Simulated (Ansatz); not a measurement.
**Cu3O: one candidate of a structure search**

Aim: relax a trial structure of Cu3O and see where it ends.

Computed with Ansatz 0.2.0 (DFT PBE, scalar-relativistic, plane waves, PAW, unless a step's input says otherwise).

### 1 The structure to begin with

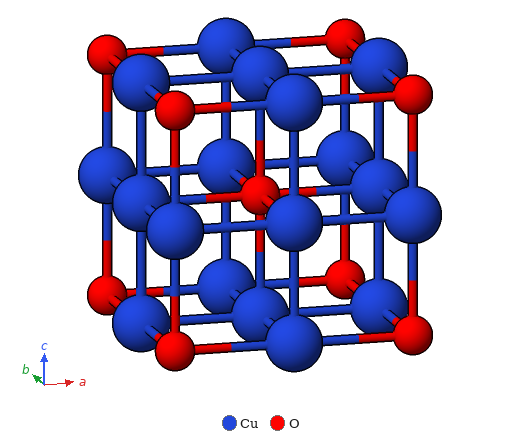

Start, viewed slightly off an axis; copper blue, oxygen red. Atoms on the faces are drawn again on the opposite ones. The cell drawn here is the conventional one.

Structure file:

```cif
data_structure
_symmetry_space_group_name_H-M 'Im-3m'
_symmetry_Int_Tables_number 229
_cell_length_a 4.7584
_cell_length_b 4.7584
_cell_length_c 4.7584
_cell_angle_alpha 90.000
_cell_angle_beta 90.000
_cell_angle_gamma 90.000
_cell_volume 107.74
loop_
_atom_site_label
_atom_site_type_symbol
_atom_site_symmetry_multiplicity
_atom_site_Wyckoff_symbol
_atom_site_fract_x
_atom_site_fract_y
_atom_site_fract_z
_atom_site_occupancy
Cu1 Cu 6 b 0.50000 0.00000 0.00000 1
O1 O 2 a 0.00000 0.00000 0.00000 1
```

Recipe of the guess: random cell by space group and Wyckoff sites (Im-3m, No. 229). Lengths come from tabulated atomic sizes and are only a guess.

### 2 A first look at the guess

Contents of input.yaml:

```yaml
crystal:
  lattice:
    - [-2.37918715, 2.37918715, 2.37918715]
    - [2.37918715, -2.37918715, 2.37918715]
    - [2.37918715, 2.37918715, -2.37918715]
  atoms:
    - { symbol: Cu, position: [0.0, 0.5, 0.5], spin: 1.0 }
    - { symbol: Cu, position: [0.5, 0.0, 0.5], spin: 1.0 }
    - { symbol: Cu, position: [0.5, 0.5, 0.0], spin: 1.0 }
    - { symbol: O, position: [0.0, 0.0, 0.0] }
basis:
  ecutwfc: 420
kpoints:
  mp_grid: { grid: [6, 6, 6] }
hamiltonian:
  xc: pbe
scf:
  occupations: { method: gaussian, width: 0.1 }
  lower_state_search: "off"
output:
  forces: true
  stress: true
  eigenvalues: true
  populations: true
magnetization:
  spin_polarized: true
```

The run is started by

```bash
ansatz run input.yaml --threads 1 --pin off --max-ram 2560MiB --backend cpu --events-out ev --progress --plain --runs-dir out
```

Log (excerpt; [...] marks lines left out):

```text
[...]
SCF converged after 16 iterations
Magnetization: 0.0000 μB (31.5000 up, 31.5000 down)
Absolute magnetization: 0.0000 μB (∫|ρ↑−ρ↓|, with the PAW one-centre terms)
Spin contamination: 0.0000 ħ² per cell (⟨S²⟩ above its minimum at these occupations)
Per-site moments (μB) at R_I (Å): [(-2.0107002912342195e-7, 0.981414699375), (-2.0107002892963995e-7, 0.981414699375), (-2.0107002936191064e-7, 0.981414699375), (6.067714588999813e-7, 0.981414699375)]
Free energy (F): -20438.711522 eV
[...]
E sigma→0 (E₀):  -20438.706327 eV
Entropy (-TS):   -0.010389 eV (-2.597 meV/atom)
Fermi energy:    10.815324 eV
[...]
--- Forces (eV/Å), atoms counted from 1 ---
  atom   1  Cu     0.00000000    -0.00000000     0.00000000
  atom   2  Cu     0.00000000     0.00000000    -0.00000000
  atom   3  Cu     0.00000000    -0.00000000     0.00000000
  atom   4  O     -0.00000000     0.00000000     0.00000000
[...]
--- Stress (GPa, compression-positive) ---
       -7.683223       0.000000      -0.000000
        0.000000      -7.683223       0.000000
        0.000000       0.000000      -7.683223
  P = ⅓ Tr σ = -7.6832 GPa (-76.832 kbar)
--- Band table (eV; the first three rows and the last of 32) ---
[...]
--- Löwdin populations: 4 sites ---
  site symbol       q [e]    m [muB]
     0     Cu     18.6173     0.0000
     1     Cu     18.6173     0.0000
     2     Cu     18.6173     0.0000
     3      O      6.8515     0.0000
  spilling = 0.004707 (of n_electrons = 63.000000)
```

Run time: 12 s. Hardware: 1 thread of AMD EPYC (Zen 3), shared host; peak memory 0.37 GiB.

Site by site:

| atom | Löwdin electrons |
| --- | --- |
| Cu1 | 18.62 |
| Cu2 | 18.62 |
| Cu3 | 18.62 |
| O4 | 6.85 |

The Löwdin counts miss 0.30 of the 63 electrons, which the atomic orbitals do not span, so they are no charges.

The probe gives pressure -7.7 GPa, largest force 0.00 eV/Å, gap on this mesh none (metal). A cheap, loose relaxation comes first.

### 3 A loose first relaxation

Changes to input.yaml since step 2:

```diff
@@ -26 +26,6 @@
   spin_polarized: true
+relax:
+  adjacent_minimum: "off"
+  f_tol: 0.04
+  max_steps: 70
+  cell: { stress_tol: 0.4 }
```

The run is started by

```bash
ansatz run input.yaml --threads 1 --pin off --max-ram 2560MiB --backend cpu --events-out ev --progress --plain --runs-dir out
```

Log:

```text
Warning: RAYON_NUM_THREADS=1 ignored (pool sized by the plan → 1); use --threads N
Engine: ansatz 0.2.0, x86_64-unknown-linux-gnu
Pseudopotentials: kind: paw
Pseudopotential: Cu, paw, valence charge 19, recommended cutoff 420 eV (normal), Cu.paw.azcp
Pseudopotential: O, paw, valence charge 6, recommended cutoff 420 eV (normal), O.paw.azcp
Functional definition: PBE
  parameter kappa = 0.804
  parameter beta = 0.06672455060314922
  exchange = pbe_x(kappa = kappa, mu = beta*pi^2/3)
  correlation = pbe_c(beta = beta)
Crystal: 4 atoms, lattice volume = 53.870 Å³
Basis set: ecut = 420 eV, 1055 PW (Γ), exchange–correlation on 60×60×60 points (8 copies of the dense FFT grid, shifted against one another)
Bands: 40, of which v1, the nominal top of the filled ones, is band 32 counted from 1 (31 counted from 0)
Symmetry: 48 space group operations
Space group: Im-3m (ITA 229), of the structure as read, at distance tolerance 3.8e-5 Å
Magnetic group: BNS 229.140 (UNI 1642), of the structure as read, at distance tolerance 3.8e-5 Å
k-points: 16 of 216
Non-local potential: Cu, projectors of the file, l = 0: 3, l = 1: 2, l = 2: 3, l = 3: 1
Non-local potential: O, projectors of the file, l = 0: 2, l = 1: 2, l = 2: 1
PAW form: soft (Blöchl's): semilocal exchange-correlation on the pseudo side does not see the compensation charge
PAW one-centre angular grid: Cu, 590 points (default); XC on 64 Gauss nodes
PAW one-centre angular grid: O, 110 points (default); XC on 64 Gauss nodes
Initial density: superposition of atomic densities (chi_scale 0.1, normalization cell, long waves kept (reshape's long-wave potential 0.01 eV rms))
Starting moments: Σ|m| = 3 μB on 3 of 4 sites
Initial wavefunctions: pseudopotential atomic-orbital guess
Functional: x = pbe(κ = 0.804, μ = 0.2195149727645171), c = pbe(β = 0.06672455060314922)
SCF iter   1: F=—  HF=-20439.798186 eV  |F-HF|=—  |Δ(HF+E_count)|=         —  Δρ=1.37e-1 (↑1.37e-1 ↓1.10e-1)  dr2=1.18e1  dr2_m=5.13e0  M=0.199 μB ∫|m|=0.440 μB  β_m=0.30  ethr=3.10e-3  ⟨swp⟩=5.2  Hψ=4259  notcnv=0  defer=7
preconditioner: auto → Kerker (q_TF=auto, 2.800 Å⁻¹)  [metal: Δε(μ)=0.073 eV  Ē_g=10.332 eV  σ=0.100 eV  W_gap=0.37  n_scr=18 (ndim 8)  ℏωp=31.6 eV  f_vac=0.000  D(μ)=1.50/eV (n_scr^D=12)]
spin=Collinear: Kerker preconditioning applied to the charge; magnetization (m = ρ↑ − ρ↓) channel mixes plain (no charge-response kernel on spin).
SCF iter   2: F=—  HF=-20438.450988 eV  |F-HF|=—  |Δ(HF+E_count)|=    1.35e0  Δρ=9.03e-2 (↑9.03e-2 ↓5.80e-2)  dr2=9.12e-1  dr2_m=2.58e0  M=0.225 μB ∫|m|=0.401 μB  β_m=0.30  ethr=3.10e-3  ⟨swp⟩=2.0  Hψ=2335  notcnv=0  defer=97
SCF iter   3: F=—  HF=-20438.544996 eV  |F-HF|=—  |Δ(HF+E_count)|=   9.40e-2  Δρ=6.04e-2 (↑6.04e-2 ↓4.84e-2)  dr2=1.46e-1  dr2_m=1.43e0  M=0.193 μB ∫|m|=0.313 μB  β_m=0.30  ethr=1.45e-3  ⟨swp⟩=2.4  Hψ=1795  notcnv=0  defer=97
SCF iter   4: F=—  HF=-20438.624921 eV  |F-HF|=—  |Δ(HF+E_count)|=   7.99e-2  Δρ=4.55e-2 (↑4.55e-2 ↓3.53e-2)  dr2=7.61e-2  dr2_m=7.95e-1  M=0.153 μB ∫|m|=0.254 μB  β_m=0.30  ethr=2.32e-4  ⟨swp⟩=1.3  Hψ=1254  notcnv=0  defer=97
SCF iter   5: F=—  HF=-20438.632657 eV  |F-HF|=—  |Δ(HF+E_count)|=   7.74e-3  Δρ=3.34e-2 (↑2.73e-2 ↓3.34e-2)  dr2=9.93e-3  dr2_m=4.52e-1  M=0.121 μB ∫|m|=0.197 μB  β_m=0.30  ethr=1.21e-4  ⟨swp⟩=2.0  Hψ=2065  notcnv=0  defer=97
SCF iter   6: F=—  HF=-20438.673428 eV  |F-HF|=—  |Δ(HF+E_count)|=   4.08e-2  Δρ=2.52e-2 (↑2.05e-2 ↓2.52e-2)  dr2=6.70e-3  dr2_m=2.57e-1  M=0.097 μB ∫|m|=0.156 μB  β_m=0.30  ethr=1.58e-5  ⟨swp⟩=2.0  Hψ=1789  notcnv=0  defer=97
Mixer restart at iter 6: flushing history
spin-set hold released at iteration 6 (site moments contracting): the magnetisation degrees of freedom join the quasi-Newton model from the next iteration; the mixer history was flushed
SCF iter   7: F=—  HF=-20438.690242 eV  |F-HF|=—  |Δ(HF+E_count)|=   1.68e-2  Δρ=1.88e-2 (↑1.56e-2 ↓1.88e-2)  dr2=3.01e-3  dr2_m=1.46e-1  M=0.078 μB ∫|m|=0.126 μB  β_m=0.65  ethr=1.06e-5  ⟨swp⟩=1.5  Hψ=1436  notcnv=0  defer=97
SCF iter   8: F=—  HF=-20438.713580 eV  |F-HF|=—  |Δ(HF+E_count)|=   2.33e-2  Δρ=3.24e-3 (↑2.40e-3 ↓3.24e-3)  dr2=1.17e-2  dr2_m=2.11e-4  M=0.006 μB ∫|m|=0.018 μB  β_m=0.50  ethr=4.78e-6  ⟨swp⟩=2.0  Hψ=2003  notcnv=0  defer=97
SCF iter   9: F=—  HF=-20438.711260 eV  |F-HF|=—  |Δ(HF+E_count)|=   2.32e-3  Δρ=5.67e-4 (↑5.67e-4 ↓4.86e-4)  dr2=8.41e-5  dr2_m=9.03e-5  M=0.004 μB ∫|m|=0.016 μB  β_m=0.66  ethr=4.78e-6  ⟨swp⟩=2.2  Hψ=2127  notcnv=0  defer=97
SCF iter  10: F=—  HF=-20438.711426 eV  |F-HF|=—  |Δ(HF+E_count)|=   1.66e-4  Δρ=3.47e-4 (↑3.47e-4 ↓2.41e-4)  dr2=3.29e-5  dr2_m=2.44e-5  M=0.002 μB ∫|m|=0.008 μB  β_m=0.83  ethr=1.34e-7  ⟨swp⟩=2.0  Hψ=2170  notcnv=0  defer=98
SCF iter  11: F=—  HF=-20438.711537 eV  |F-HF|=—  |Δ(HF+E_count)|=   1.11e-4  Δρ=3.50e-4 (↑3.50e-4 ↓2.70e-4)  dr2=1.12e-4  dr2_m=3.52e-6  M=0.001 μB ∫|m|=0.003 μB  β_m=0.92  ethr=5.22e-8  ⟨swp⟩=2.0  Hψ=2084  notcnv=0  defer=98
SCF iter  12: F=—  HF=-20438.711523 eV  |F-HF|=—  |Δ(HF+E_count)|=   1.37e-5  Δρ=1.27e-4 (↑8.73e-5 ↓1.27e-4)  dr2=1.34e-5  dr2_m=2.85e-7  M=0.000 μB ∫|m|=0.001 μB  β_m=0.74  ethr=5.22e-8  ⟨swp⟩=2.2  Hψ=1951  notcnv=0  defer=98
SCF iter  13: F=—  HF=-20438.711521 eV  |F-HF|=—  |Δ(HF+E_count)|=   2.25e-6  Δρ=3.38e-5 (↑3.38e-5 ↓2.68e-5)  dr2=9.33e-7  dr2_m=1.73e-7  M=0.000 μB ∫|m|=0.001 μB  β_m=0.87  ethr=2.13e-8  ⟨swp⟩=2.1  Hψ=1778  notcnv=0  defer=98
iter 14 did not close the SCF: its close was put off for a magnetic moment that had not settled (scf_convergence_deferred on its scf_iter line)
SCF iter  14: F=-20438.711522 eV  HF=-20438.711522 eV  |F-HF|=2.60e-8  |Δ(HF+E_count)|=   4.15e-7  Δρ=8.94e-6 (↑8.94e-6 ↓6.06e-6)  dr2=4.56e-8  dr2_m=2.24e-8  M=0.000 μB ∫|m|=0.000 μB  β_m=0.94  ethr=1.59e-10  ⟨swp⟩=7.6  Hψ=5545  notcnv=0
iter 15 did not close the SCF: its close was put off for a magnetic moment that had not settled (scf_convergence_deferred on its scf_iter line)
SCF iter  15: F=-20438.711522 eV  HF=-20438.711522 eV  |F-HF|=4.00e-10  |Δ(HF+E_count)|=   1.33e-8  Δρ=1.38e-6 (↑6.68e-7 ↓1.38e-6)  dr2=2.61e-10  dr2_m=4.79e-10  M=0.000 μB ∫|m|=0.000 μB  β_m=0.97  ethr=7.25e-11  ⟨swp⟩=2.0  Hψ=3679  notcnv=0
SCF iter  16: F=-20438.711522 eV  HF=-20438.711522 eV  |F-HF|=2.91e-11  |Δ(HF+E_count)|=  5.53e-10  Δρ=2.48e-7 (↑2.48e-7 ↓2.01e-7)  dr2=4.54e-12  dr2_m=2.37e-11  M=0.000 μB ∫|m|=0.000 μB  ethr=1.00e-12  ⟨swp⟩=1.0  Hψ=3144  notcnv=0
WARN: the starting moments were not kept: the SCF closed with an absolute magnetisation of 8.0e-6 μB, where they sum to 3 μB in size (3 sites). That is at most 0.1 of that sum. Measured as dr2_m measures the in/out step, that magnetisation stands 1.0e-11 eV from none, at or under the dr2_threshold of 1.0e-7 eV: it is no larger than a step whose dr2_m would equal this threshold. The system may hold no moment; this SCF shows only that its start led to no more than that. To try another start: raise the starting moments (crystal.atoms[].spin, magnetization.per_species, magnetization.initial_magnetization, or on a non-collinear deck that types none of these the spinor_matrix: blocks that start its atoms; where the total moment is fixed, keep their sum and leave initial_magnetization as it is; typed ones take the place of any that the run laid by itself, positive ones on a crystal's lanthanoids without a Hubbard term where scf.initial_density.shell_occupations: [] is typed) or, if the notice of its spin-set hold's release reads "site moments contracting" or "site moments show no strong build", lengthen the hold (scf.mixing.spin_hold: { on: { confirm: 4 } }; for m-r²SCAN on two components see the key's manual first). Each may lead to a state that holds a moment. A second SCF, from the converged charge density, with the starting moments and any scf.initial_density.shell_occupations laid on it anew, would have followed, and was not run: the deck does not ask for one (magnetization.retry_lost_moments is false, the default). To let it run, set magnetization.retry_lost_moments: true and run the deck again, where that key's refused combinations let it; where memory then withholds it, that run's warning says so.
SCF 1 converged in 16 iterations: F = -20438.711522 eV  dr2 = 4.54e-12
relax step   1: F+E_penalty+E_count = -20438.71152155 eV  Δ(F+E_penalty+E_count) = +0.000e0 eV  max|allowed force component| = 3.412e-29 eV/Å  Δτ_max = 0.0000 Å  P = -7.683 GPa  Ω = 53.870 Å³  (16 SCF iters, dr2 threshold 1.00e-7 eV, accepted)
[... 21 lines left out ...]
relax step   2: F+E_penalty+E_count = -20438.80347232 eV  Δ(F+E_penalty+E_count) = -9.195e-2 eV  max|allowed force component| = 3.002e-29 eV/Å  Δτ_max = 0.0000 Å  P = -3.768 GPa  Ω = 51.464 Å³  energy of the carried Pulay correction = +4.598e-3 eV  (9 SCF iters, dr2 threshold 4.00e-7 eV, accepted)
[... 14 lines left out ...]
relax step   3: F+E_penalty+E_count = -20438.82912070 eV  Δ(F+E_penalty+E_count) = -2.565e-2 eV  max|allowed force component| = 3.016e-29 eV/Å  Δτ_max = 0.0000 Å  P = +0.715 GPa  Ω = 49.343 Å³  energy of the carried Pulay correction = +8.828e-3 eV  (8 SCF iters, dr2 threshold 4.00e-7 eV, accepted)
[... 14 lines left out ...]
relax step   4: F+E_penalty+E_count = -20438.82917772 eV  Δ(F+E_penalty+E_count) = -5.702e-5 eV  max|allowed force component| = 3.108e-29 eV/Å  Δτ_max = 0.0000 Å  P = -0.001 GPa  Ω = 49.649 Å³  energy of the carried Pulay correction = +8.208e-3 eV  (7 SCF iters, dr2 threshold 4.00e-7 eV, accepted)
[... 14 lines left out ...]
relax step   5: F+E_penalty+E_count = -20438.82260495 eV  Δ(F+E_penalty+E_count) = +6.573e-3 eV  max|allowed force component| = 2.533e-29 eV/Å  Δτ_max = 0.0000 Å  P = -0.121 GPa  Ω = 49.649 Å³  stress off target by 1.21e-1 GPa  SCF on the basis re-selected at this cell (its energy is not comparable with the rows above)  (7 SCF iters)
basis re-selected at this cell: Δ(F+E_penalty+E_count) = +6.573e-3 eV, ΔP = -0.120 GPa vs the last step (what re-selecting the basis moved, of the pressure what is left beyond the Pulay correction that the steps carried, after the strain that the cell walked since its last selection, with what the two solves' SCF thresholds leave and, on support functions, any second-order correction that the steps lacked; it is no measure of the basis error at this ecutwfc). The dense FFT grid was sized anew with the basis: this SCF ran on 27×27×27 points, the steps before it on 30×30×30, so part of this shift can come from that change (see relax.cell in the input reference). This SCF's stress stands 1.21e-1 GPa from its target on what of the cell is left free (relax.cell.stress_tol is 4.00e-1 GPa) and its largest allowed force component is 2.53e-29 eV/Å (relax.f_tol is 4.00e-2 eV/Å): within both
SCF converged after 7 iterations
Magnetization: -0.0000 μB (31.5000 up, 31.5000 down)
Absolute magnetization: 0.0000 μB (∫|ρ↑−ρ↓|, with the PAW one-centre terms)
Spin contamination: 0.0000 ħ² per cell (⟨S²⟩ above its minimum at these occupations)
Per-site moments (μB) at R_I (Å): [(-7.767788077311624e-9, 0.955081674390335), (-7.767788285292931e-9, 0.955081674390335), (-7.767788280464192e-9, 0.955081674390335), (-9.448552986454909e-8, 0.955081674390335)]
Free energy (F): -20438.822605 eV
Harris-Foulkes:  -20438.822605 eV  (|F-HF|=1.31e-10)
Internal energy: -20438.812441 eV  (E = F + TS)
E sigma→0 (E₀):  -20438.817523 eV
Entropy (-TS):   -0.010164 eV (-2.541 meV/atom)
Fermi energy:    12.253080 eV
--- Per-component energies (eV) ---
  E_band       = -1286.451471
  E_kinetic    = 1069.301574
  E_local      = -14075.593727  (includes V_loc(G=0)·N_el)
  E_nonlocal   = 1235.009886
  E_hartree    = 6167.693316
  E_xc         = -337.305970
  E_vxc        = -433.899010  (∫ρ·V_xc dr)
  E_paw        = -5159.938503  (= ΣΔE_a)
  E_vpaw       = -1416.659599  (= ΣTr[D̂ρ^β])
  E_aug_tail   = 0.002986  (compensation charges beyond the density's cutoff)
  E_ewald      = -9337.982001
  E_smearing   = -0.010164  (= −TS)
  E_closure    = -0.000000  (closes the sum)
  Σ components = -20438.822605   (vs F -20438.822605, Δ=0.00e0)
--- Forces (eV/Å), atoms counted from 1 ---
  atom   1  Cu     0.00000000    -0.00000000     0.00000000
  atom   2  Cu     0.00000000    -0.00000000    -0.00000000
  atom   3  Cu     0.00000000     0.00000000     0.00000000
  atom   4  O      0.00000000    -0.00000000    -0.00000000
  max |Σ_I F_I| component: 1.01e-28 eV/Å
--- Stress (GPa, compression-positive) ---
       -0.120558       0.000000      -0.000000
        0.000000      -0.120558       0.000000
       -0.000000      -0.000000      -0.120558
  P = ⅓ Tr σ = -0.1206 GPa (-1.206 kbar)
--- Band table (eV; the first three rows and the last of 32) ---
  k-point 0 ↑: bands = ["-99.8929", "-99.8652", "-99.8652", "-57.4072", "-57.4072", "-57.4072", "-57.2383", "-57.2383", "-57.2383", "-57.1507", "-57.1507", "-57.1507", "-5.6202", "6.1875", "8.3631", "8.3631", "8.4151", "8.4151", "8.4151", "9.0375", "9.0375", "9.0375", "10.4977", "10.4977", "10.4977", "10.5305", "10.7131", "10.7131", "10.9041", "10.9041", "10.9041", "11.7235", "17.0969", "17.0969", "17.0969", "21.9586", "21.9586", "22.8527", "22.8527", "22.8527"]
[... 3 lines left out ...]
--- Relaxed structure (4 steps of the walk, 4 accepted, 1 SCFs on fresh bases) ---
  F+E_penalty+E_count = -20438.82260495 eV   max|allowed force component| = 2.533e-29 eV/Å   (the final SCF, on the basis selected at the relaxed cell)
  cell:  # Å, volume = 49.6489 Å³
    - [-2.315349513673539, 2.315349513673539, 2.315349513673539]
    - [2.315349513673539, -2.315349513673539, 2.315349513673539]
    - [2.315349513673539, 2.315349513673539, -2.315349513673539]
  atoms:
    - { symbol: Cu, position: [-7.206303772949029e-35, 0.5, 0.5] }
    - { symbol: Cu, position: [0.5, -7.871523978983475e-35, 0.5] }
    - { symbol: Cu, position: [0.5, 0.5, -1.3348104689657368e-35] }
    - { symbol: O, position: [1.2859097544033054e-35, 2.0711579240833841e-35, 1.0803749985583624e-35] }
--- Löwdin populations: 4 sites ---
  site symbol       q [e]    m [muB]
     0     Cu     18.6098    -0.0000
     1     Cu     18.6098    -0.0000
     2     Cu     18.6098    -0.0000
     3      O      6.8687    -0.0000
  spilling = 0.004794 (of n_electrons = 63.000000)
```

Run time: 38 s. Hardware: 1 thread of AMD EPYC (Zen 3), shared host; peak memory 0.39 GiB.

Step by step:

| step | energy from step 1 (eV/cell) | largest force component (eV/Å) | pressure (GPa) | volume (Å³) |
| --- | --- | --- | --- | --- |
| 1 | 0.0000 | 0.0000 | -7.68 | 53.87 |
| 2 | -0.0919 | 0.0000 | -3.77 | 51.46 |
| 3 | -0.1176 | 0.0000 | 0.72 | 49.34 |
| 4 | -0.1177 | 0.0000 | 0.00 | 49.65 |
| 5 | -0.1111 | 0.0000 | -0.12 | 49.65 |

Step 1 is the start. Step 5 repeats the geometry before it on a plane-wave basis chosen anew for that cell, so its energy need not be comparable with the rows above.

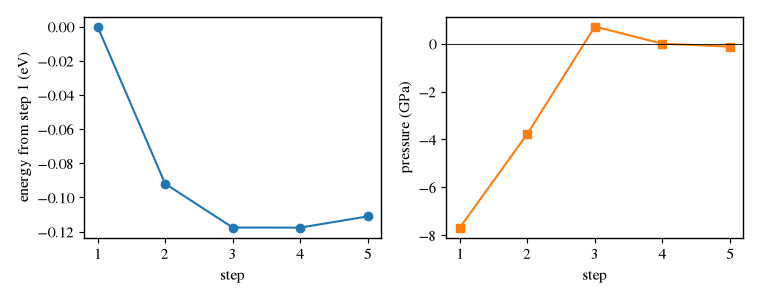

Energy and pressure along the relaxation.

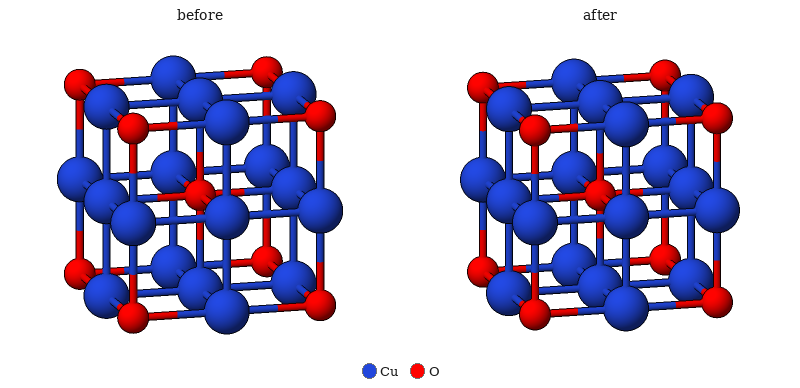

Before and after, at one scale. The change is too small to see at this scale.

Lengths and angles in the start's conventional setting:

|  | before | after | change |
| --- | --- | --- | --- |
| a (Å) | 4.758 | 4.631 | -2.7 % |
| b (Å) | 4.758 | 4.631 | -2.7 % |
| c (Å) | 4.758 | 4.631 | -2.7 % |
| volume (Å³/atom) | 13.47 | 12.41 | -7.8 % |
| shortest distance (Å) | 2.379 | 2.315 | -2.7 % |
| space group (0.01 Å) | Im-3m | Im-3m | same |

Forces and stress were held to the start's 48 operations: a distortion of lower symmetry was not tested.

Per atom:

| atom | Löwdin electrons |
| --- | --- |
| Cu1 | 18.61 |
| Cu2 | 18.61 |
| Cu3 | 18.61 |
| O4 | 6.87 |

The Löwdin counts miss 0.30 of the 63 electrons, which the atomic orbitals do not span, so they are no charges.

(Part 1 of 2 ends here.)
